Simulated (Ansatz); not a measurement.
# P: what the fields show

The calculation's input:

```
crystal:
  lattice:
    - [-3.936259611, 3.936259611, 3.2200905139]
    - [3.936259611, -3.936259611, 3.2200905139]
    - [3.936259611, 3.936259611, -3.2200905139]
  atoms:
    - { symbol: P, position: [0.2765336503, 0.4068851824, 0.7500969157] }
    - { symbol: P, position: [0.6567882667, 0.5264367346, 0.2499030843] }
    - { symbol: P, position: [0.2764367346, 0.9067882667, 0.7499030843] }
    - { symbol: P, position: [0.1568851824, 0.5265336503, 0.2500969157] }
    - { symbol: P, position: [0.0932117333, 0.8431148176, 0.3696484679] }
    - { symbol: P, position: [0.4734663497, 0.7235632654, 0.6303515321] }
    - { symbol: P, position: [0.5931148176, 0.3432117333, 0.8696484679] }
    - { symbol: P, position: [0.4735632654, 0.7234663497, 0.1303515321] }
basis:
  ecutwfc: 420
kpoints:
  mp_grid: { grid: [6, 6, 6] }
hamiltonian:
  xc: pbe
scf:
  occupations: { method: gaussian, width: 0.02 }
output:
  forces: true
  stress: true
  eigenvalues: true
  write_density: true
  write_potential: true
  elf: true
  volumetric_format: npy
relax:
  adjacent_minimum: "off"
  f_tol: 0.01
  max_steps: 80
  cell: { stress_tol: 0.05 }
```

Command:

```sh
ansatz run input.yaml --threads 1 --pin off --max-ram 2560MiB --backend cpu --events-out ev --progress --plain --runs-dir out
```

Below, planes, directions and counts refer to the conventional cell (a = 7.88 Å, b = 7.88 Å, c = 6.44 Å, α = 90.00°, β = 90.00°, γ = 90.00°).

The fields are those of the relaxed geometry.

Space group I-42d; a structure generated by program, which may or may not match a known phase; changed on purpose from its base cell (the structure that the rattled cell fell into).

The calculation used Ansatz, DFT PBE, scalar-relativistic, plane waves, PAW.

The density is the valence pseudo-density of a PAW calculation; it isn't the true density close to the nuclei.

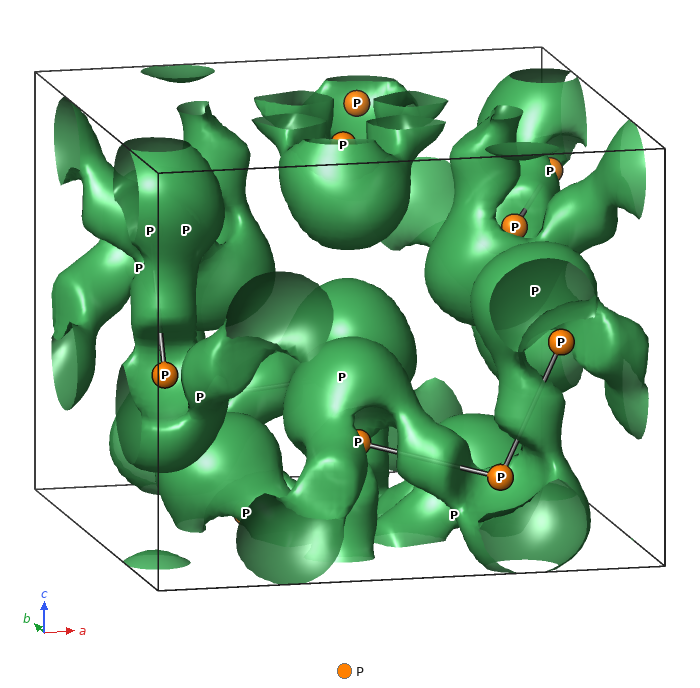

Figure 1. Isosurface of the ELF at 0.75 (green), seen slightly off an axis. Core shells and regions of very low density are left out. Sticks mark near contacts.

**Describe the localisation domains.**

At this value the surface marks out one network that runs through the whole crystal, counted in one cell of 16 atoms. Any copies at cell faces, edges or corners count once. There are no localised bonds or lone pairs at this value.


P–P (2.25 Å): the ELF peaks at about 0.90 between the atoms; localised, covalent bonding.

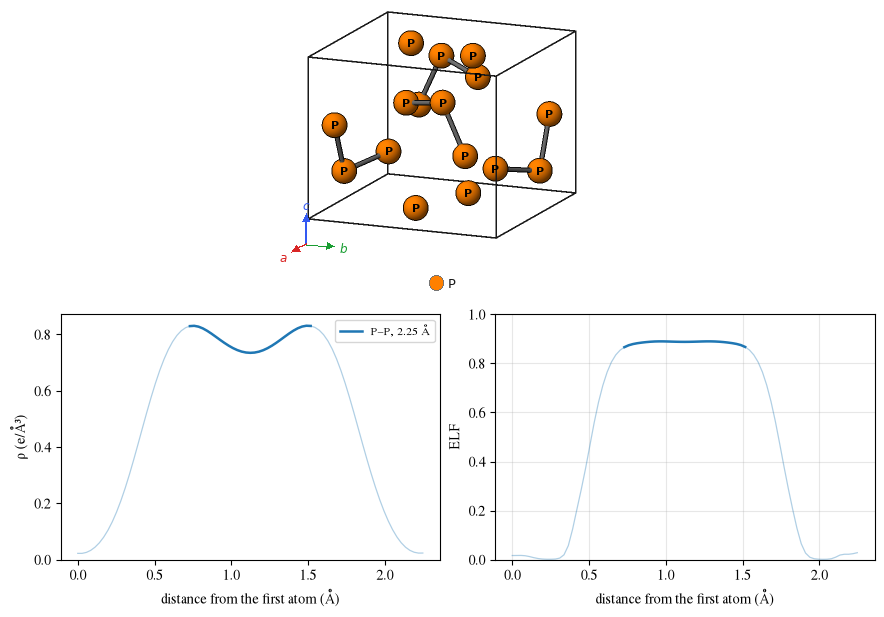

Figure 2. Valence charge density (pseudo) and electron localisation function along straight lines between neighbouring atoms. Thin, pale parts lie inside the atomic spheres. The structure is drawn too.

**What can be read from the curves?**

P–P (2.25 Å): the density is about 0.73 e/Å³ at the midpoint; the ELF peaks at about 0.90 between the atoms, as expected for a covalent bond.

**Does the calculation make it a metal, or give it a gap?**

It is gapped, with a Kohn–Sham gap of 1.6 eV on the k-point mesh, an upper bound to the gap of this method.
